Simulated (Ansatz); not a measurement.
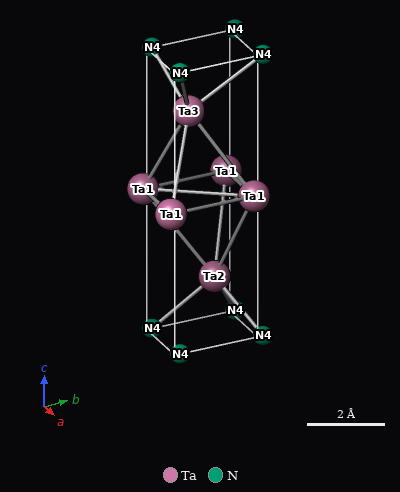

**Figure 1.** The structure as given in the input (ball-and-stick view of the cell of the calculation, set on other vectors, seen slightly off an axis; atoms are numbered from 1 in the order of the input). An atom can appear more than once, as a periodic image.

# Two runs on Ta3N

System: Ta3N (P1, 4 atoms in the cell).
Method of the first run: DFT PBE, scalar-relativistic, plane waves, PAW, no spin polarisation (Ansatz 0.2.0).

The structure derives from a Materials Project entry. Text and figures count atoms from 1; the logs count them from 0 in places.

### Input file, the first run
```yaml
crystal:
  lattice:
    - [3.0217748255, 0.0, 0.0]
    - [-1.5108874128, 2.6169337634, 0.0]
    - [0.0, 0.0, 7.5575881873]
  atoms:
    - { symbol: Ta, position: [-0.0228233116, 0.0167810739, 0.5021881531] }
    - { symbol: Ta, position: [0.3037502426, 0.6175685295, 0.180251398] }
    - { symbol: Ta, position: [0.669645878, 0.375467013, 0.8153191952] }
    - { symbol: "N", position: [0.0494271911, -0.0098166164, 0.0022412537] }
basis:
  ecutwfc: 420
kpoints:
  mp_grid: { grid: [18, 18, 6] }
hamiltonian:
  xc: pbe
scf:
  occupations: { method: gaussian, width: 0.15 }
output:
  forces: true
  stress: true
  eigenvalues: true
```

Launched with:
```bash
ansatz run input.yaml --threads 1 --pin off --max-ram 2560MiB --backend cpu --events-out ev --progress --plain --runs-dir out
```

Hardware: 1 thread of AMD EPYC (Zen 5), 32 GiB of memory available, shared host.

### Output, shortened to warnings, some set-up lines, iterations and results (the first run)
```
Basis set: ecut = 420 eV, 1189 PW (Γ), exchange–correlation on 48×48×108 points (8 copies of the dense FFT grid, shifted against one another)
Symmetry: 1 space group operations
k-points: 976 of 1944 (time reversal used)
Initial density: superposition of atomic densities (neutral atoms: chi_scale 0, normalization atom), corrected by the library's trained network
[...]
SCF iter   1: F=—  HF=-30182.340342 eV  |F-HF|=—  |Δ(HF+E_count)|=         —  Δρ=1.16e-2  dr2=3.50e-1  ethr=1.77e-3  ⟨swp⟩=4.8  Hψ=108238  notcnv=0
SCF iter   2: F=—  HF=-30182.314276 eV  |F-HF|=—  |Δ(HF+E_count)|=   2.61e-2  Δρ=4.70e-3  dr2=1.69e-2  ethr=7.96e-4  ⟨swp⟩=1.0  Hψ=34160  notcnv=0
SCF iter   3: F=—  HF=-30182.312342 eV  |F-HF|=—  |Δ(HF+E_count)|=   1.93e-3  Δρ=2.34e-3  dr2=3.58e-3  ethr=3.85e-5  ⟨swp⟩=1.0  Hψ=26314  notcnv=0
SCF iter   4: F=—  HF=-30182.311610 eV  |F-HF|=—  |Δ(HF+E_count)|=   7.32e-4  Δρ=3.63e-4  dr2=8.10e-5  ethr=8.13e-6  ⟨swp⟩=2.1  Hψ=32164  notcnv=0
SCF iter   5: F=—  HF=-30182.311613 eV  |F-HF|=—  |Δ(HF+E_count)|=   2.61e-6  Δρ=1.65e-4  dr2=2.98e-5  ethr=1.84e-7  ⟨swp⟩=2.0  Hψ=36231  notcnv=0
SCF iter   6: F=—  HF=-30182.311609 eV  |F-HF|=—  |Δ(HF+E_count)|=   3.38e-6  Δρ=4.53e-5  dr2=4.61e-6  ethr=6.76e-8  ⟨swp⟩=2.0  Hψ=33407  notcnv=0
SCF iter   7: F=—  HF=-30182.311609 eV  |F-HF|=—  |Δ(HF+E_count)|=   3.53e-7  Δρ=1.05e-5  dr2=1.11e-7  ethr=1.05e-8  ⟨swp⟩=2.0  Hψ=30065  notcnv=0
SCF iter   8: F=-30182.311609 eV  HF=-30182.311609 eV  |F-HF|=1.20e-8  |Δ(HF+E_count)|=   1.78e-8  Δρ=4.11e-6  dr2=1.68e-8  ethr=2.27e-10  ⟨swp⟩=4.9  Hψ=90936  notcnv=0
SCF 1 converged in 8 iterations: F = -30182.311609 eV  dr2 = 1.68e-8
SCF converged after 8 iterations
Free energy (F): -30182.311609 eV
Harris-Foulkes:  -30182.311609 eV  (|F-HF|=1.20e-8)
Internal energy: -30182.271660 eV  (E = F + TS)
E sigma→0 (E₀):  -30182.291635 eV
Entropy (-TS):   -0.039948 eV (-9.987 meV/atom)
Fermi energy:    18.837614 eV
--- Per-component energies (eV) ---
  E_band       = -295.282359
  E_kinetic    = 1228.613835
  E_local      = -1830.698114  (includes V_loc(G=0)·N_el)
  E_nonlocal   = 87.909234
  E_hartree    = 632.797404
  E_xc         = -715.851713
  E_vxc        = -689.065171  (∫ρ·V_xc dr)
  E_paw        = -25316.782093  (= ΣΔE_a)
  E_vpaw       = -357.637410  (= ΣTr[D̂ρ^β])
  E_aug_tail   = 0.000577  (compensation charges beyond the density's cutoff)
  E_ewald      = -4268.260790
  E_smearing   = -0.039948  (= −TS)
  E_closure    = -0.000000  (closes the sum)
  Σ components = -30182.311609   (vs F -30182.311609, Δ=0.00e0)
--- Forces (eV/Å), atoms counted from 1 ---
  atom   1  Ta    -0.08463943    -0.04990562    -0.48145027
  atom   2  Ta     0.82048618     0.30142093    -0.29944777
  atom   3  Ta     0.69222803    -0.29428113     1.17603640
  atom   4  N     -1.42805946     0.04276254    -0.39501557
  max |Σ_I F_I| component: 1.23e-4 eV/Å
--- Stress (GPa, compression-positive) ---
       -3.510132      -0.309515      -0.157489
       -0.309515       2.380048       2.407920
       -0.157489       2.407919       3.789611
  P = ⅓ Tr σ = 0.8865 GPa (8.865 kbar)
```

The input of the second run differs as follows (lines with − go, lines with + come):
```diff
-    - { symbol: Ta, position: [-0.0228233116, 0.0167810739, 0.5021881531] }
-    - { symbol: Ta, position: [0.3037502426, 0.6175685295, 0.180251398] }
-    - { symbol: Ta, position: [0.669645878, 0.375467013, 0.8153191952] }
-    - { symbol: "N", position: [0.0494271911, -0.0098166164, 0.0022412537] }
+    - { symbol: Ta, position: [-0.0006256362, 0.0018298847, 0.5019130572] }
+    - { symbol: Ta, position: [0.332381823, 0.6597059552, 0.1714628935] }
+    - { symbol: Ta, position: [0.6545068261, 0.3294767763, 0.828795476] }
+    - { symbol: "N", position: [0.0137369871, 0.0089873838, -0.0021714266] }
```

Predict how the results change.

With the same functional and potentials, the second run lies 63.8 meV per atom lower. The largest force goes from 1.482 to 0.821 eV/Å. The SCF takes 7 iterations against 8.

### Output, shortened to warnings, some set-up lines, iterations and results (the second run)
```
Basis set: ecut = 420 eV, 1189 PW (Γ), exchange–correlation on 48×48×108 points (8 copies of the dense FFT grid, shifted against one another)
Symmetry: 1 space group operations
k-points: 976 of 1944 (time reversal used)
Initial density: superposition of atomic densities (neutral atoms: chi_scale 0, normalization atom), corrected by the library's trained network
[...]
SCF iter   1: F=—  HF=-30182.574902 eV  |F-HF|=—  |Δ(HF+E_count)|=         —  Δρ=8.11e-3  dr2=6.72e-2  ethr=1.77e-3  ⟨swp⟩=4.9  Hψ=108331  notcnv=0
SCF iter   2: F=—  HF=-30182.568387 eV  |F-HF|=—  |Δ(HF+E_count)|=   6.52e-3  Δρ=4.40e-3  dr2=8.48e-3  ethr=1.53e-4  ⟨swp⟩=1.0  Hψ=34160  notcnv=0
SCF iter   3: F=—  HF=-30182.567130 eV  |F-HF|=—  |Δ(HF+E_count)|=   1.26e-3  Δρ=1.89e-3  dr2=1.92e-3  ethr=1.93e-5  ⟨swp⟩=1.0  Hψ=26327  notcnv=0
SCF iter   4: F=—  HF=-30182.566695 eV  |F-HF|=—  |Δ(HF+E_count)|=   4.35e-4  Δρ=2.70e-4  dr2=5.37e-5  ethr=4.35e-6  ⟨swp⟩=2.2  Hψ=33471  notcnv=0
SCF iter   5: F=—  HF=-30182.566701 eV  |F-HF|=—  |Δ(HF+E_count)|=   5.63e-6  Δρ=1.26e-4  dr2=9.31e-6  ethr=1.22e-7  ⟨swp⟩=2.0  Hψ=35792  notcnv=0
SCF iter   6: F=—  HF=-30182.566699 eV  |F-HF|=—  |Δ(HF+E_count)|=   1.77e-6  Δρ=2.66e-5  dr2=1.06e-6  ethr=2.12e-8  ⟨swp⟩=2.0  Hψ=34796  notcnv=0
SCF iter   7: F=-30182.566699 eV  HF=-30182.566699 eV  |F-HF|=7.79e-9  |Δ(HF+E_count)|=   5.62e-8  Δρ=5.24e-6  dr2=1.65e-8  ethr=2.27e-10  ⟨swp⟩=3.5  Hψ=96909  notcnv=0
SCF 1 converged in 7 iterations: F = -30182.566699 eV  dr2 = 1.65e-8
SCF converged after 7 iterations
Free energy (F): -30182.566699 eV
Harris-Foulkes:  -30182.566699 eV  (|F-HF|=7.79e-9)
Internal energy: -30182.528943 eV  (E = F + TS)
E sigma→0 (E₀):  -30182.547821 eV
Entropy (-TS):   -0.037756 eV (-9.439 meV/atom)
Fermi energy:    18.907924 eV
--- Per-component energies (eV) ---
  E_band       = -299.121602
  E_kinetic    = 1229.613920
  E_local      = -1918.069220  (includes V_loc(G=0)·N_el)
  E_nonlocal   = 87.649043
  E_hartree    = 674.485772
  E_xc         = -716.093370
  E_vxc        = -689.403213  (∫ρ·V_xc dr)
  E_paw        = -25316.937503  (= ΣΔE_a)
  E_vpaw       = -357.884595  (= ΣTr[D̂ρ^β])
  E_aug_tail   = 0.000543  (compensation charges beyond the density's cutoff)
  E_ewald      = -4223.178129
  E_smearing   = -0.037756  (= −TS)
  E_closure    = 0.000000  (closes the sum)
  Σ components = -30182.566699   (vs F -30182.566699, Δ=0.00e0)
--- Forces (eV/Å), atoms counted from 1 ---
  atom   1  Ta     0.00980637     0.00341078    -0.20585582
  atom   2  Ta     0.13303439     0.27200229     0.28714184
  atom   3  Ta     0.41132615     0.24385386    -0.39402263
  atom   4  N     -0.55416414    -0.51926406     0.31271127
  max |Σ_I F_I| component: 2.53e-5 eV/Å
--- Stress (GPa, compression-positive) ---
        1.162552       0.529529      -0.916712
        0.529529       1.181084       0.099564
       -0.916713       0.099564       0.366945
  P = ⅓ Tr σ = 0.9035 GPa (9.035 kbar)
```

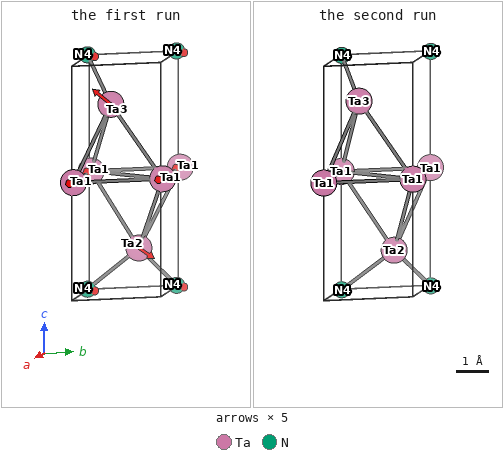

**Figure 2.** The two input geometries at one scale (ball-and-stick view of the cell of the calculation, seen slightly off an axis). The red arrows on the first give the shifts of the atoms relative to the cell, with their mean removed, magnified 5 times. Ta3 moves most: 0.16 Å. Largest moves by element: Ta 0.16 Å, N 0.15 Å. (The mean shift of all atoms is removed.) The cell doesn't change. Among the contacts that change: Ta2–Ta3 3.397 → 3.127 Å, Ta3–N4 2.450 → 2.191 Å, Ta2–N4 2.370 → 2.214 Å, Ta1–Ta2 2.898 → 3.033 Å.

### The two runs side by side

```tsv
quantity	the first run	the second run
outcome	converged	converged
free energy per atom (eV)	−7545.5779	−7545.6417
energy per atom, smearing taken to zero (eV)	−7545.5729	−7545.6370
gap on the mesh (eV)	0.00	0.00
pressure (GPa)	0.89	0.90
largest force (eV/Å)	1.482	0.821
SCF iterations	8	7
irreducible k-points	976	976
plane waves at Γ	1189	1189
wall time (shared host)	30 s	31 s
```

For both runs: Spin–orbit coupling is left out, which matters for Ta.
